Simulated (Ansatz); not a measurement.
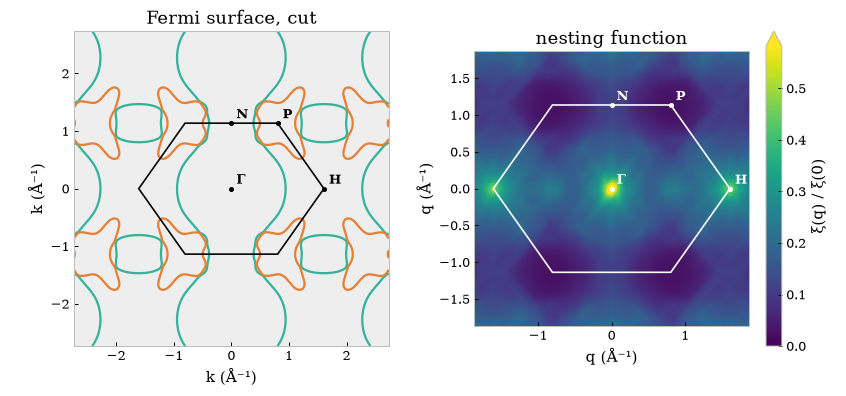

Lu (Im-3m): a cut of the Fermi surface and the nesting function ξ(q) = Σ δ(ε_k) δ(ε_k+q) over all sheets (each δ a Gaussian as wide as the level changes between mesh points, at least 0.03 eV; heights depend on it), both in the plane through Γ, H and P.

Computed with DFT LDA, scalar-relativistic, plane waves, PAW; levels and slopes on a dense k mesh at the converged density in Ansatz 0.2.0. Started with collinear moments, which vanished: the result is non-magnetic and both spins have the same bands. The levels come from a k mesh of 34×34×34 points. Cell and positions as given, without relaxation (residual pressure −5 GPa). The cell comes from a database of computed structures, not from a measurement.

**Where does the nesting function have its highest maximum apart from q = 0?**

The highest maximum lies at H, at q = (−0.50, −0.50, 0.50) in units of the primitive reciprocal vectors. It reaches 0.53 of the value at q = 0, against a mean of 0.14. A peak of ξ alone doesn't prove an instability there.

Spin-orbit coupling is left out; with Lu it can split, shift or remove sheets. Necks and pockets thinner than about two mesh steps aren't resolved, so separate pockets may in truth be joined.
